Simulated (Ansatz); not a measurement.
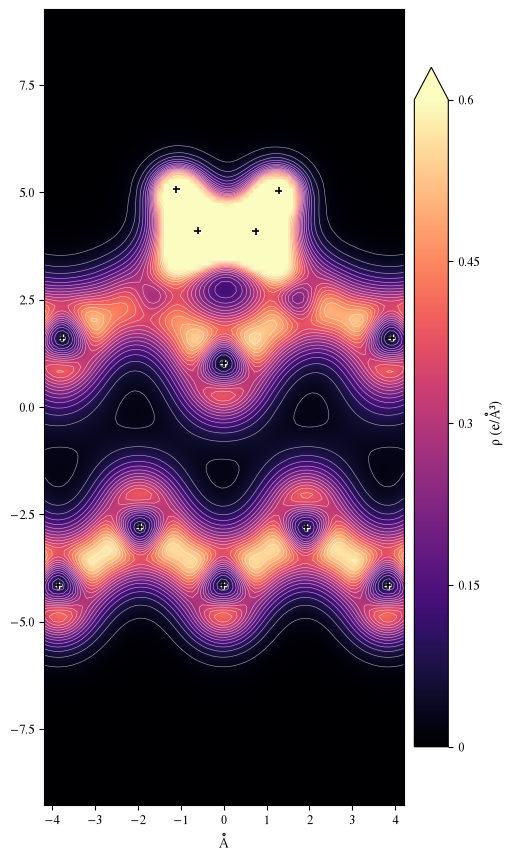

The valence electron density on a plane through atoms (crosses mark nuclei in the plane).

Theory: Ansatz 0.2.0, DFT PBE, scalar-relativistic, plane waves, PAW.

Candidates:
A. Au (slab), a = 2.88 Å, b = 2.88 Å, c = 24.42 Å, α = 90.00°, β = 90.00°, γ = 60.00°. Computed without spin polarisation.
B. Ru (slab), a = 2.71 Å, b = 2.71 Å, c = 38.81 Å, α = 90.00°, β = 90.00°, γ = 60.00°. Computed without spin polarisation.
C. Si₁₂H₅C (slab), a = 7.68 Å, b = 7.68 Å, c = 22.81 Å, α = 90.00°, β = 90.00°, γ = 90.00°. Not relaxed (largest force 0.5 eV/Å).

Q: Which candidate gave the map?

A: Candidate C: Si₁₂H₅C on the (100) plane of the calculation cell, a cut from vacuum to vacuum, which holds Si, C and H. C–H (1.10 Å): the density is about 1.9 e/Å³ at the midpoint. C–C (1.36 Å): ρ at the midpoint is about 2.2 e/Å³.
